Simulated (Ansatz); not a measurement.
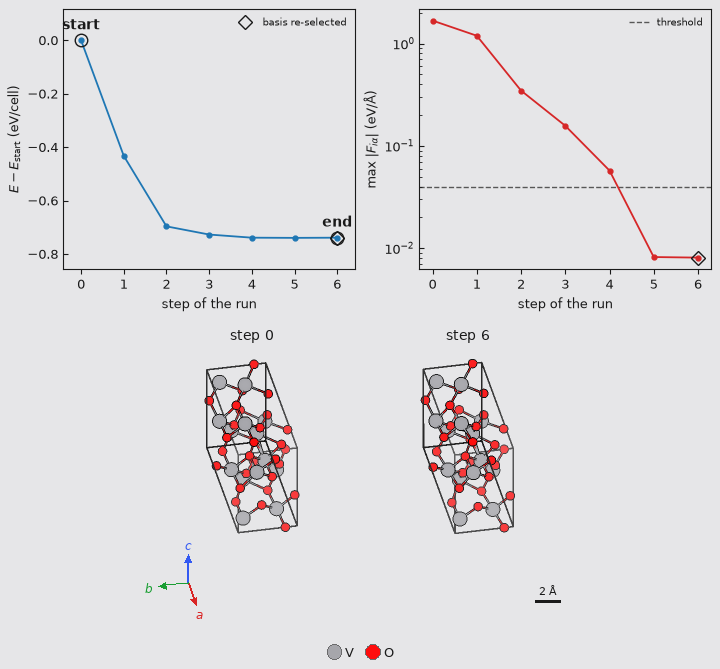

First and last geometry of a relaxation of a crystal of V3O5 (built on the database type) (coarse preliminary run), with the history of the run. A ball-and-stick model of the conventional cell (2 times the calculation's cell) (origin shifted), seen from a free direction. Lengths and directions refer to the drawn axes.

Case: structure reported for this formula (C2/c, No. 15).

Method: DFT r2SCAN, scalar-relativistic, plane waves, PAW (Ansatz 0.2.0).

Input file:
```yaml
crystal:
  lattice:
    - [4.99, -2.515, 0.0]
    - [4.99, 2.515, 0.0]
    - [-2.57624, 0.0, 6.4815]
  atoms:
    - { symbol: V, position: [0.0, 0.0, 0.5], spin: 1.37 }
    - { symbol: V, position: [0.0, 0.0, 0.0], spin: 1.37 }
    - { symbol: V, position: [0.374, 0.374, 0.286], spin: 1.45 }
    - { symbol: V, position: [0.374, 0.374, 0.786], spin: 1.45 }
    - { symbol: V, position: [0.626, 0.626, 0.214], spin: 1.45 }
    - { symbol: V, position: [0.626, 0.626, 0.714], spin: 1.45 }
    - { symbol: O, position: [0.572, 0.272, 0.561] }
    - { symbol: O, position: [0.272, 0.572, 0.061] }
    - { symbol: O, position: [0.15, 0.85, 0.75] }
    - { symbol: O, position: [0.85, 0.15, 0.25] }
    - { symbol: O, position: [0.042, 0.342, 0.648] }
    - { symbol: O, position: [0.342, 0.042, 0.148] }
    - { symbol: O, position: [0.428, 0.728, 0.439] }
    - { symbol: O, position: [0.728, 0.428, 0.939] }
    - { symbol: O, position: [0.958, 0.658, 0.352] }
    - { symbol: O, position: [0.658, 0.958, 0.852] }
basis:
  ecutwfc: 500
kpoints:
  mp_grid: { grid: [4, 4, 4] }
hamiltonian:
  xc: r2scan
scf:
  occupations: { method: gaussian, width: 0.1 }
  lower_state_search: "off"
output:
  forces: true
  stress: true
  eigenvalues: true
  populations: true
magnetization:
  spin_polarized: true
relax:
  adjacent_minimum: "off"
  f_tol: 0.04
  max_steps: 70
  cell: { stress_tol: 0.4 }
```

Launched with:
```bash
ansatz run input.yaml --threads 1 --pin off --max-ram 3072MiB --backend cpu --events-out ev --progress --plain --runs-dir out
```

### What do the curves and the structures tell?

It converged. The energy falls by 0.739 eV per cell of the calculation in 5 accepted moves (6 points after the start). Largest force component: 1.7 eV/Å at the start, 0.0081 eV/Å at the end. The pressure goes from −0.78 to −0.26 GPa. At 1 point the geometry stayed and the basis and grid were re-selected for the new cell (energy shift of 0.7 meV per cell of the calculation at most each time). The largest moves relative to the cell, 0.22 Å, are those of O9 and O10. O10 goes along +b. By element the largest moves are O 0.22 Å, V 0.05 Å. The volume changes by −0.5 %, with a 9.980 → 10.035 Å (+0.6 %), b 5.030 → 4.972 Å (−1.2 %), c 6.975 → 7.006 Å (+0.4 %), β 111.7° → 112.2°. Some distances before and after: V3–O10 2.231 → 2.078 Å, V1–O10 1.900 → 2.001 Å, V3–O13 2.061 → 2.130 Å, V3–O15 1.992 → 1.931 Å. Bond angles that change, for instance: V1–O9–V2 133.2° → 122.2°, V4–O9–V6 75.8° → 84.1°, O8–V2–O10 91.3° → 96.1°. The space group stays C2/c (No. 15). The run took 21 min on 1 thread of Arm Neoverse V2, with other jobs on the host, peak memory 1.3 GiB.

```csv
step,"E − E(0), meV/atom","largest force component, eV/Å","pressure, GPa","volume, Å³/atom",note
0,0.00,1.6761,-0.78,10.168,
1,-27.04,1.1921,-0.69,10.166,
2,-43.52,0.3470,0.09,10.115,
3,-45.43,0.1572,-0.33,10.114,
4,-46.17,0.0574,0.40,10.087,
5,-46.21,0.0082,-0.26,10.115,
6,-46.17,0.0081,-0.26,10.115,"same geometry, new basis"
```
